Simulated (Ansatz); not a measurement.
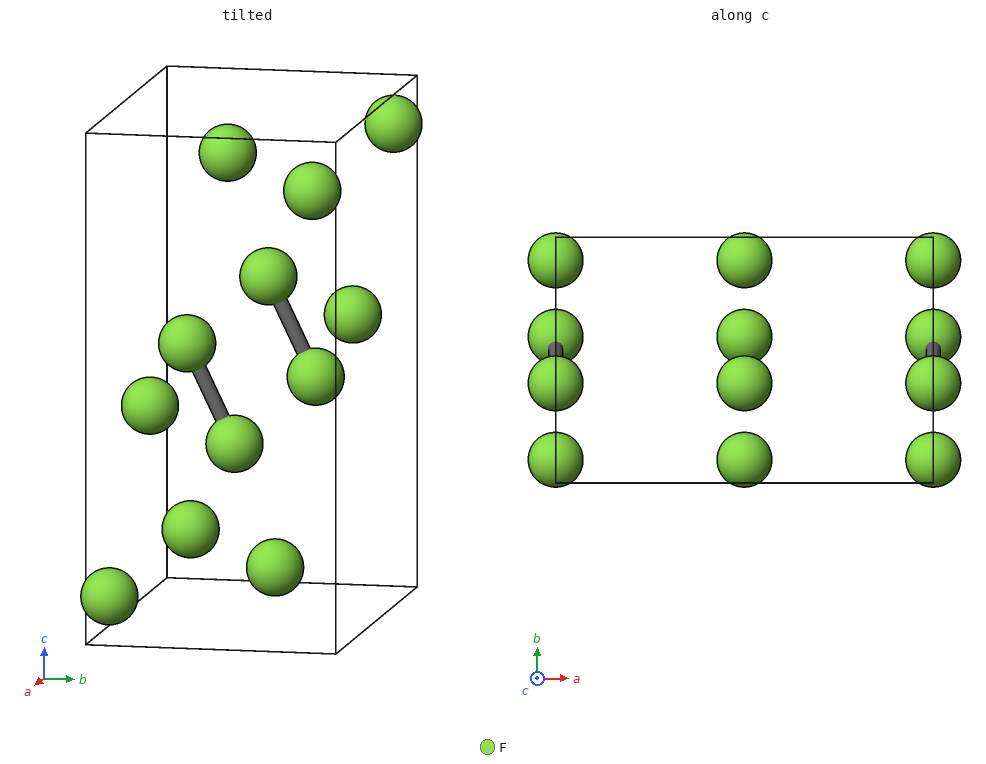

Shown here is a ball-and-stick view of the crystal, taken slightly off an axis and along the c axis. One conventional unit cell is outlined, and atoms on its boundary appear in each equivalent place.

F, space group Cmce (No. 64), a = 4.946 Å, b = 3.221 Å, c = 6.545 Å, α = 90.00°, β = 90.00°, γ = 90.00°. The model was built from a structure listed in the Materials Project. Earlier steps of the study may have refined or changed the cell and positions. An electronic-structure calculation with Ansatz was run on it.

This one geometry was computed with Ansatz (DFT, plane waves, PAW) at six levels of theory: r2SCANh, LDA, dielectric-dependent PBE0 (fraction 1/eps_inf of PBE), r2SCAN, PBE0 and Hartree-Fock.

Which level gives the highest pressure at this volume, and what does that say about its equilibrium volume?

Highest: r2SCAN (0.7 GPa), which points to the largest equilibrium volume. Lowest, with the smallest volume: Hartree-Fock (-6.0 GPa). Levels within 0.5 GPa of each other can't be told apart.

How does the band gap change with the level of theory?

LDA: a gap of 2.69 eV, direct; r2SCAN: a gap of 3.79 eV, direct; r2SCANh: a gap of 5.29 eV, direct; PBE0: a gap of 6.96 eV, direct; dielectric-dependent PBE0 (fraction 1/eps_inf of PBE): a gap of 10.93 eV, direct; Hartree-Fock: a gap of 19.08 eV, direct.

Collect the results in a table.

| level | cutoff (eV) | k-mesh of the run's cell | gap (eV) | pressure (GPa) |
| --- | --- | --- | --- | --- |
| r2SCANh | 500 | 6×6×4 | 5.29 | -0.6 |
| LDA | 420 | 10×10×4 | 2.69 | -2.2 |
| dielectric-dependent PBE0 (fraction 1/eps_inf of PBE) | 420 | 6×6×4 | 10.93 | -4.1 |
| r2SCAN | 500 | 10×10×4 | 3.79 | 0.7 |
| PBE0 | 420 | 6×6×4 | 6.96 | 0.1 |
| Hartree-Fock | 420 | 6×6×4 | 19.08 | -6.0 |

Gaps are taken on the k-mesh or band path of each run.
